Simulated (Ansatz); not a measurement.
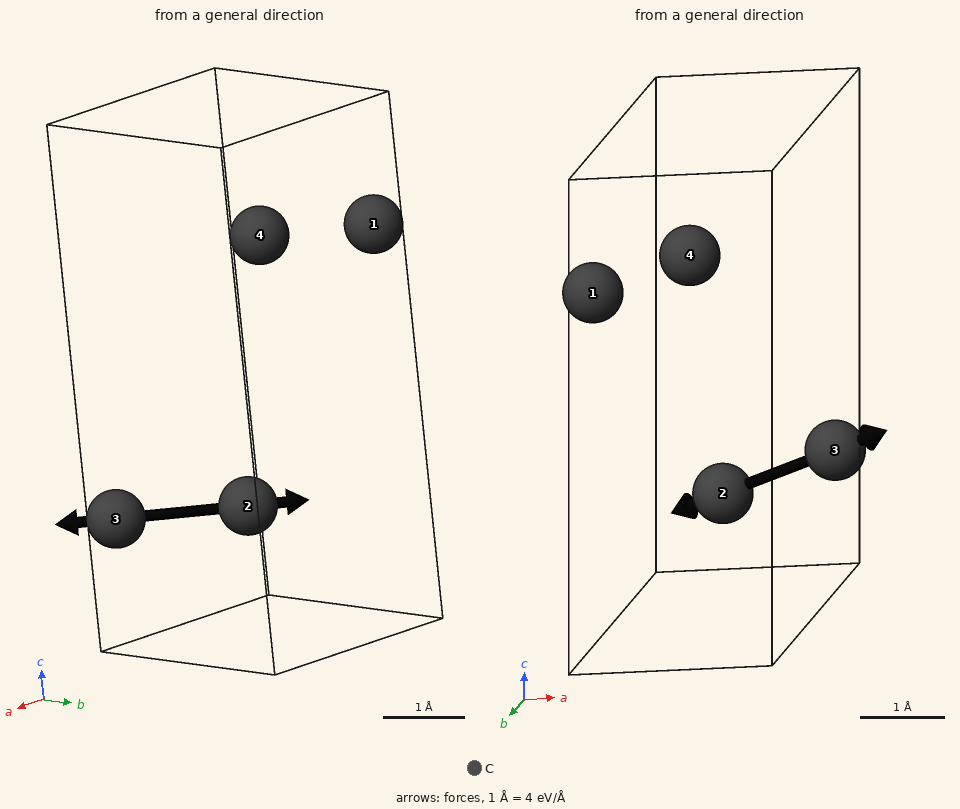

An orthographic spheres-only view of the structure, from two general directions. Atoms at the boundary of the simulation cell (the box) are drawn once for each face, edge or corner they touch. The arrows are the computed forces on the atoms.

System: C. Setup: Ansatz, DFT PBE, scalar-relativistic, plane waves, PAW; a kinetic-energy cutoff of 420 eV, an 18×18×6 grid in reciprocal space, Gaussian smearing of 0.1 eV, no spin polarisation.

Q: Judging by the arrows, is the geometry relaxed?

A: No. The atoms still feel forces of up to about 8.2 eV/Å, far above a usual threshold of 0.01 to 0.03 eV/Å.

Q: Which atom feels the largest force?

A: C2 and C3, about 8.2 eV/Å.

The cell started as a structure listed in the Materials Project. The cell was then strained or its atoms displaced on purpose. It was run through Ansatz as a DFT input.
